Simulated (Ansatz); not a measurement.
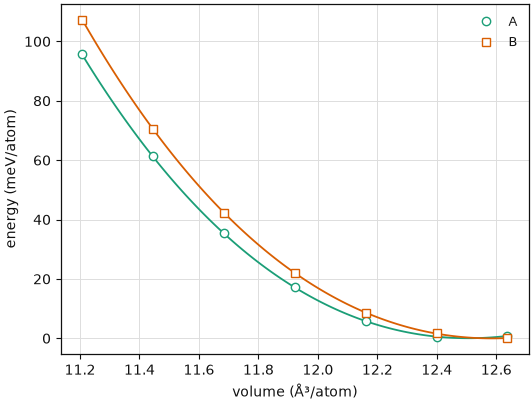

Plotted: energy against volume, with one curve for each functional, for SnO₂ (space group P4_2/mnm). The labels are replaced by letters. In alphabetical order the cases are: BLYP + D3(BJ); PBE.

Computed with Ansatz 0.2.0: plane-wave DFT, no spin polarisation; energies at scaled volumes of the given cell, shape and fractions fixed, counted from the fit's minimum, third-order Birch-Murnaghan fit. All runs: no spin polarisation.

k mesh 6×6×8; occupations Fermi–Dirac; smearing width 0.05 eV.

Question: Which letter stands for which functional?

Answer: A: BLYP + D3(BJ); B: PBE.

Caveats: the functional was run on potentials made for another functional (BLYP + D3(BJ)); shape and atomic fractions are frozen while scaling, which makes layered, chain and framework solids too stiff.
